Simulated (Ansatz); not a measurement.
**Single-point calculation, with input and output: Gd$_{5}$N$_{4}$ (part 1 of 3)**

Gd$_{5}$N$_{4}$ (slab, 9 atoms in the cell), computed with DFT, PBE, plane waves, PAW, spin-polarised (Ansatz 0.2.0).

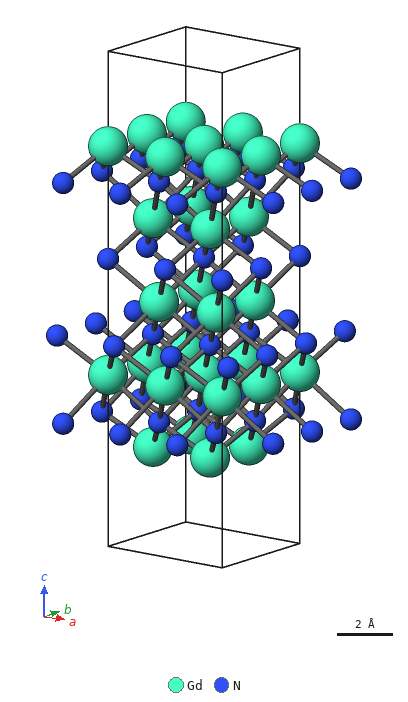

Figure 1. The structure (ball-and-stick view of the 2 × 2 repeat of the cell, with the vacuum cut short, seen slightly off an axis; bonded neighbours outside the cell are drawn too). Near neighbours in the crystal (not all of them lie inside the picture): Gd has 3 N at 2.36 Å; N has 6 Gd at 2.36 to 2.61 Å; Gd has 6 N at 2.44 to 2.61 Å.

## Input
```yaml
crystal:
  lattice:
    - [3.5245063085, 0.0, 0.0]
    - [-1.7622531543, 3.052311999, 0.0]
    - [0.0, 0.0, 26.5109894015]
  atoms:
    - { symbol: Gd, position: [0.3333333333, 0.6666666667, 0.2876938519], spin: 7.55 }
    - { symbol: "N", position: [0.6666666667, 0.3333333333, 0.3325516482] }
    - { symbol: Gd, position: [0.0, 0.0, 0.3941324239], spin: 7.55 }
    - { symbol: "N", position: [0.3333333333, 0.6666666667, 0.444584639] }
    - { symbol: Gd, position: [0.6666666667, 0.3333333333, 0.5000000003], spin: 7.55 }
    - { symbol: "N", position: [0.0, 0.0, 0.5554153603] }
    - { symbol: Gd, position: [0.3333333333, 0.6666666667, 0.6058675772], spin: 7.55 }
    - { symbol: "N", position: [0.6666666667, 0.3333333333, 0.6674483513] }
    - { symbol: Gd, position: [0.0, 0.0, 0.7123061479], spin: 7.55 }
basis:
  ecutwfc: 420
kpoints:
  mp_grid: { grid: [12, 12, 1] }
hamiltonian:
  xc: pbe
scf:
  occupations: { method: gaussian, width: 0.1 }
  lower_state_search: "off"
  convergence: { dr2_threshold: 0.0001 }
  mixing: { preconditioner: resta }
output:
  forces: true
  eigenvalues: true
magnetization:
  spin_polarized: true
efield:
  axis: 3
  dipole_correction: true
  ramp_width: 0.04
```

Machine: 4 threads of Arm Neoverse V1, 24 GiB of memory available, shared host.

Launch command:
```bash
ansatz run input.yaml --threads 4 --pin off --max-ram 10240MiB --backend cpu --events-out ev --progress --plain --runs-dir out
```

## Output
```
Warning: scf.convergence.dr2_threshold = 1e-4 eV is looser than this run's default, which is 1e-7 eV or tighter. The error in the forces grows as the threshold's square root, so leave the key out unless less accurate forces are enough
Engine: ansatz 0.2.0, aarch64-unknown-linux-gnu
Pseudopotentials: kind: paw
Pseudopotential: Gd, paw, valence charge 18, recommended cutoff 420 eV (normal), Gd.paw.azcp
Pseudopotential: N, paw, valence charge 5, recommended cutoff 420 eV (normal), N.paw.azcp
Functional definition: PBE
  parameter kappa = 0.804
  parameter beta = 0.06672455060314922
  exchange = pbe_x(kappa = kappa, mu = beta*pi^2/3)
  correlation = pbe_c(beta = beta)
Crystal: 9 atoms, lattice volume = 285.202 Å³
Basis set: ecut = 420 eV, 5531 PW (Γ), exchange–correlation on 48×48×360 points (8 copies of the dense FFT grid, shifted against one another)
Bands: 89, of which v1, the nominal top of the filled ones, is band 55 counted from 1 (54 counted from 0)
Symmetry: 6 space group operations
k-points: 19 of 144 (time reversal used)
Non-local potential: Gd, projectors of the file, l = 0: 3, l = 1: 2, l = 2: 2, l = 3: 3
Non-local potential: N, projectors of the file, l = 0: 2, l = 1: 2, l = 2: 1
PAW form: soft (Blöchl's): semilocal exchange-correlation on the pseudo side does not see the compensation charge
PAW one-centre angular grid: Gd, 590 points (default); XC on 64 Gauss nodes
PAW one-centre angular grid: N, 110 points (default); XC on 64 Gauss nodes
Initial density: superposition of atomic densities (neutral atoms: chi_scale 0, normalization atom)
Starting moments: Σ|m| = 37.75 μB on 5 of 9 sites
Initial wavefunctions: pseudopotential atomic-orbital guess
Functional: x = pbe(κ = 0.804, μ = 0.2195149727645171), c = pbe(β = 0.06672455060314922)
```
